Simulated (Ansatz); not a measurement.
```
CELL_PARAMETERS angstrom
4.64153 0.00000 0.00000
-2.32077 4.01968 0.00000
0.00000 0.00000 7.00102
ATOMIC_POSITIONS crystal
Hf 0.00000 0.00000 0.00000
S 0.50000 0.00000 0.50000
S 0.50000 0.50000 0.50000
S 0.00000 0.50000 0.50000
S 0.33333 0.66667 0.00000
S 0.66667 0.33333 0.00000
```

Space group P6/mmm; a structure generated by program, which may or may not match a known phase.

The calculation used DFT PBE, scalar-relativistic, plane waves, PAW in Ansatz 0.2.0.

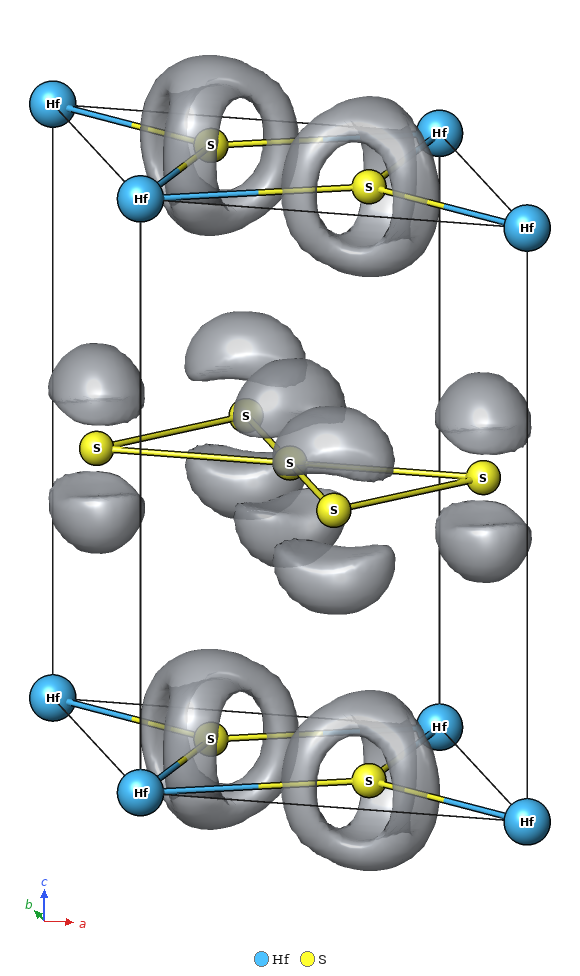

HfS5. Isosurface of the ELF at 0.85 (grey), seen slightly off an axis. Only the valence region is drawn (cores and ρ < 0.01 e/Å³ removed). Sticks mark near contacts.

In a PAW calculation such maps are meaningful between the atoms, not at the nuclei.

Describe the localisation domains.

The surface consists of six lobes on S, pointing away from the bonds (lone pairs) and two regions wrapped around S (the valence shell of each), counted in one cell of 6 atoms. Regions shared between cells count once. Along the contacts the grid gives the following. S–S (2.32 Å): the ELF peaks at about 0.75 in the valence shell of S, 0.8 Å from its nucleus, and drops to about 0.55 between the two atoms. Hf–S (2.68 Å): the ELF peaks at about 0.90 in the valence shell of S, 0.8 Å from its nucleus, and is about 0.40 at the midpoint.
